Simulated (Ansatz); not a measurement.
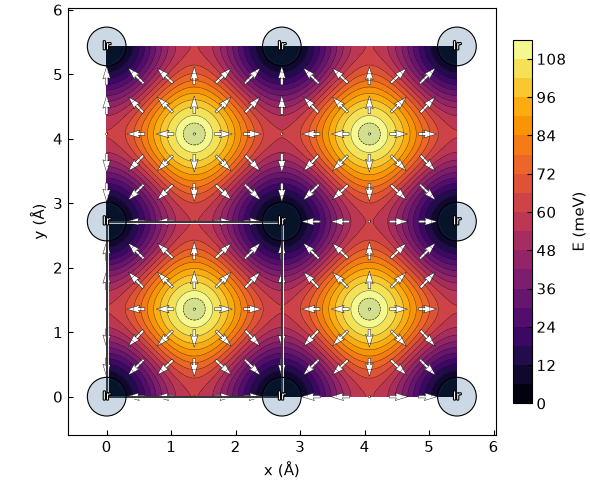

Energy landscape of O on an Ir(100) slab cut from the Fm-3m phase, its upper half relaxed before the scan (12 atoms of substrate and one adsorbate in a 2 × 2 cell). O is moved over the surface cell at a fixed height above a rigid substrate; the origin of the map has the adsorbate above Ir9; the height is held at 3.30 Å. Places are given modulo a cell vector. The map is drawn in real space over the plane of the surface. The scan uses a 6 × 6 grid; 10 points were computed and 26 follow by symmetry. Places are given in fractions of the 1 × 1 surface cell. Energies are in meV, from the lowest grid point. The runs have no spin polarisation, so an open-shell adsorbate far from the surface lies too high. At a fixed height the lowest place need not be the adsorption site. The calculation used DFT PBE+D3(BJ), scalar-relativistic, plane waves, PAW in Ansatz 0.2.0. Settings: cutoff 420 eV, k-mesh 5×5×1, gaussian smearing 0.1 eV, no spin polarisation.

In the figure: filled contours, arrows along the force (downhill), their lengths compressed, labelled circles for the atoms of the top layer and small ones for the second layer, the outline of one cell of the 2 × 2 shown. Between grid points the surface is interpolated. 

Describe this landscape.

Answer. The lowest grid point is at the top site over a surface Ir atom, (0/6, 0/6) of the cell vectors. It is the only kind of minimum in the scanned range. The highest grid point, a fourfold hollow over a second-layer Ir atom, (3/6, 3/6) of the cell vectors, lies 114 meV above the lowest. On the interpolated surface the easiest way out of the lowest well to its copy in the next cell or period passes a barrier of about 60 meV. At the lowest point the adsorbate has 1 Ir at 3.30 Å as nearest neighbours, at the highest 4 Ir at 3.82 Å.

The input of one point:

```yaml
crystal:
  lattice:
    - [5.4309029918, 0.0, 0.0]
    - [0.0, 5.4309029918, 0.0]
    - [0.0, 0.0, 21.0013955423]
  atoms:
    - { symbol: Ir, position: [0.25, 0.25, 0.1904635333] }
    - { symbol: Ir, position: [0.25, 0.75, 0.1904635333] }
    - { symbol: Ir, position: [0.75, 0.25, 0.1904635333] }
    - { symbol: Ir, position: [0.75, 0.75, 0.1904635333] }
    - { symbol: Ir, position: [0.0, 0.0, 0.2785823619] }
    - { symbol: Ir, position: [0.0, 0.5, 0.2785823619] }
    - { symbol: Ir, position: [0.5, 0.0, 0.2785823619] }
    - { symbol: Ir, position: [0.5, 0.5, 0.2785823619] }
    - { symbol: Ir, position: [0.25, 0.25, 0.3667087517] }
    - { symbol: Ir, position: [0.25, 0.75, 0.3667087517] }
    - { symbol: Ir, position: [0.75, 0.25, 0.3667087517] }
    - { symbol: Ir, position: [0.75, 0.75, 0.3667087517] }
    - { symbol: O, position: [0.25, 0.25, 0.5238411667] }
basis:
  ecutwfc: 420
kpoints:
  mp_grid: { grid: [5, 5, 1] }
hamiltonian:
  xc: pbe
  pseudopotentials: { kind: paw, azcp: { folder: soft_1 } }
  dispersion: d3bj
scf:
  occupations: { method: gaussian, width: 0.1 }
output:
  forces: true
  eigenvalues: true
efield:
  axis: 3
  dipole_correction: true
  ramp_width: 0.04
```

Each point was launched as `ansatz run input.yaml --threads 2 --pin off --max-ram 6144MiB --backend cpu --events-out ev --progress --plain --runs-dir out`. Time for the 10 points that were run: 26 min on 2 threads of Arm Neoverse N1, on a shared host.
